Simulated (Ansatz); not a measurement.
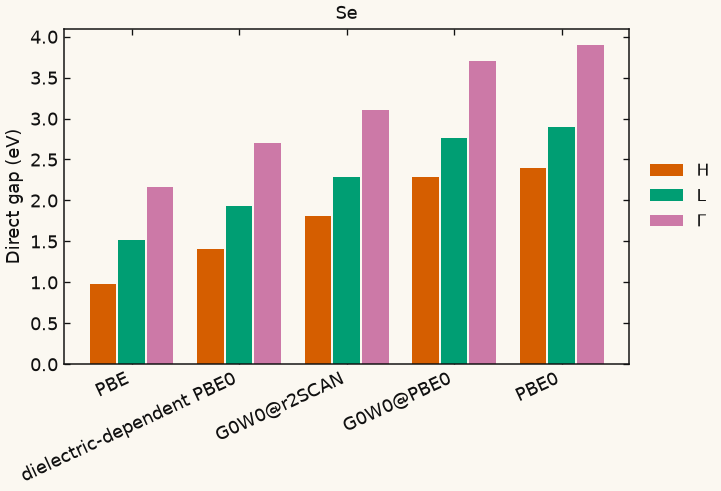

Direct gap at each named k point, by several methods on one cell of Se, space group P3_121 (No. 152), 3 atoms in the cell, relaxed with r2SCAN+rVV10; a = 4.293 Å, c = 5.041 Å (hexagonal axes). All runs are without spin-orbit coupling and carry no moments. The smallest gap is indirect or lies off these points.

How do the methods rank at H?

Answer. From low to high: PBE 0.98, dielectric-dependent PBE0 1.41, G0W0@r2SCAN 1.81, G0W0@PBE0 2.29, PBE0 2.40 eV.

| method | program | H (eV) | L (eV) | Γ (eV) |
| --- | --- | --- | --- | --- |
| PBE | Ansatz | 0.98 | 1.52 | 2.16 |
| dielectric-dependent PBE0 | Ansatz | 1.41 | 1.93 | 2.70 |
| G0W0@r2SCAN | Ansatz | 1.81 | 2.28 | 3.11 |
| G0W0@PBE0 | Ansatz | 2.29 | 2.76 | 3.70 |
| PBE0 | Ansatz | 2.40 | 2.90 | 3.90 |

Settings. PBE: Ansatz PAW set, 12×12×6 k mesh, 420 eV cutoff, Fermi-Dirac smearing of 0.02 eV (Ansatz 0.2.0). dielectric-dependent PBE0: Ansatz PAW set, 6×6×4 k mesh, 420 eV cutoff, fixed occupations (Ansatz 0.2.0). G0W0@r2SCAN: r2SCAN, Ansatz PAW set, 6×6×4 k mesh, 500 eV cutoff, fixed occupations (Ansatz), G0W0 with empty bands 596, screening cutoff 220 eV and frequency treatment contour deformation. G0W0@PBE0: PBE0, Ansatz PAW set, 6×6×4 k mesh, 420 eV cutoff, fixed occupations (Ansatz 0.2.0), G0W0 with empty bands 596, screening cutoff 220 eV and frequency treatment contour deformation. PBE0: Ansatz PAW set, 6×6×4 k mesh, 420 eV cutoff, fixed occupations (Ansatz).

These are five of the 12 methods that were run on this cell. Spin-orbit coupling is left out, which matters for Se. The cell comes from a database of computed structures, and whether it is the stable form of this composition wasn't checked. dielectric-dependent PBE0, G0W0@r2SCAN, G0W0@PBE0 and PBE0: the PAW data sets were made with another functional. dielectric-dependent PBE0 and PBE0: the k mesh is thin for exact exchange. G0W0@r2SCAN and G0W0@PBE0: the k mesh is thin for GW. LDA, GGA and most meta-GGA functionals understate gaps. Over all k points computed the smallest gap is 0.83 eV in PBE, 1.23 eV in dielectric-dependent PBE0, 1.64 eV in G0W0@r2SCAN, 2.09 eV in G0W0@PBE0 and 2.19 eV in PBE0, from the valence top at a point off the named ones to the conduction bottom at H. The GW values are at finite bands, cutoffs and mesh, short of the basis limit.
